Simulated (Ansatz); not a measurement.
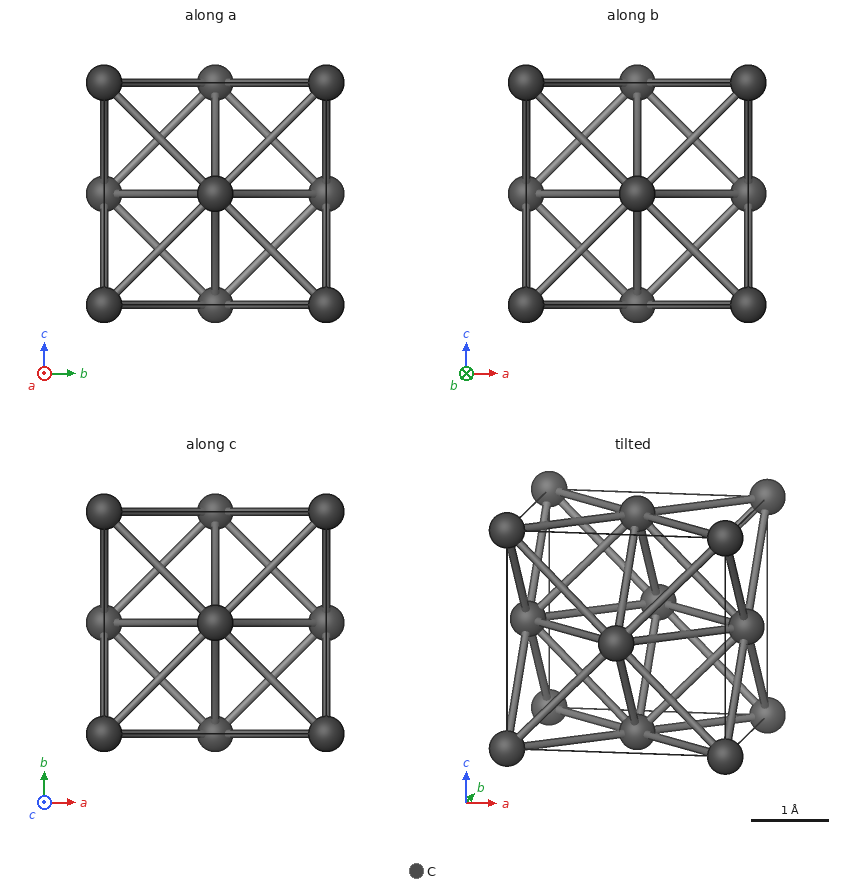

This ball-and-stick model is shown along the a axis, along the b axis, along the c axis and slightly off an axis. One conventional unit cell is outlined, and atoms on its boundary appear in each equivalent place.

Lattice parameters: a = 2.909 Å, b = 2.909 Å, c = 2.909 Å, α = 90.00°, β = 90.00°, γ = 90.00°.

Set out the cell and atoms as a table of Wyckoff sites.

Space group Fm-3m (No. 225).
```csv
atom,site,x,y,z
C,4a,0.0000,0.0000,0.0000
```

It goes back to a structure type filled with this element by a generator (whether the element takes this form wasn't checked). Earlier steps of the study may have refined or changed the cell and positions. It was the input of a calculation with Ansatz.

At this level of theory the cell isn't at rest (compressed, at 27 GPa), so its distances can differ from those at equilibrium, the more so the softer the solid.
